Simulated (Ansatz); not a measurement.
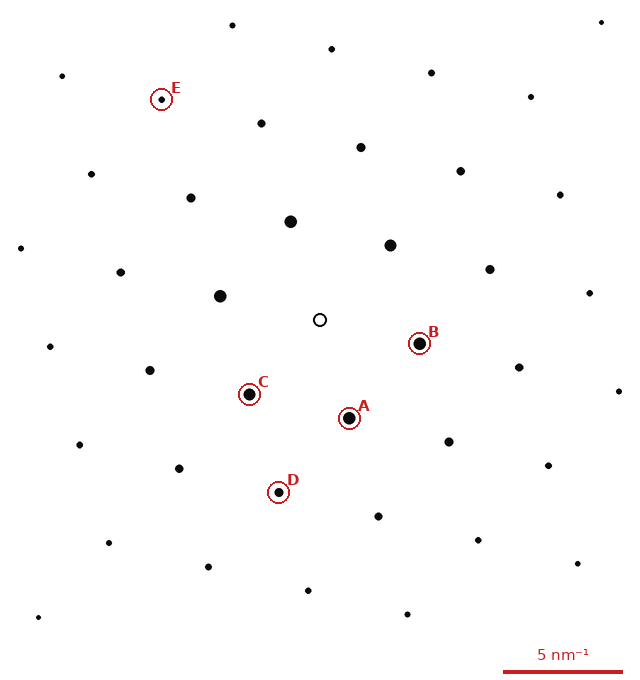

The pattern is a kinematic simulation for 300 kV electrons (no multiple scattering; isotropic B = 0.5 Å²). The zone axis points towards the electron source and the pattern is seen from the source side.

The sample is Ti, space group P6/mmm (No. 191), a = 4.629 Å, c = 2.857 Å (hexagonal axes). Structure: the end point of a relaxation with DFT, RPBE, plane waves (420 eV) with PAW, scalar-relativistic in Ansatz 0.2.0; the starting structure was generated, so it need not be a known form of this composition.

```cif
data_structure
_symmetry_space_group_name_H-M 'P6/mmm'
_symmetry_Int_Tables_number 191
_cell_length_a 4.6287
_cell_length_b 4.6287
_cell_length_c 2.8568
_cell_angle_alpha 90.000
_cell_angle_beta 90.000
_cell_angle_gamma 120.000
_cell_volume 53.01
loop_
_atom_site_label
_atom_site_type_symbol
_atom_site_symmetry_multiplicity
_atom_site_Wyckoff_symbol
_atom_site_fract_x
_atom_site_fract_y
_atom_site_fract_z
_atom_site_occupancy
Ti1 Ti 1 a 0.00000 0.00000 0.00000 1
Ti2 Ti 2 d 0.33333 0.66667 0.50000 1
```

Spot A is indexed -1 -1 0 and spot B 1 -2 0.

> Give hkl for C, D, E.

C = A − B = -2 1 0 (d = 2.314 Å). D = 2A − B = -3 0 0 (d = 1.336 Å). E = −2A − B = 1 4 0 (d = 0.875 Å).

> Which zone axis is this?

The cross product of A and B is parallel to [001]; every spot obeys hu + kv + lw = 0.
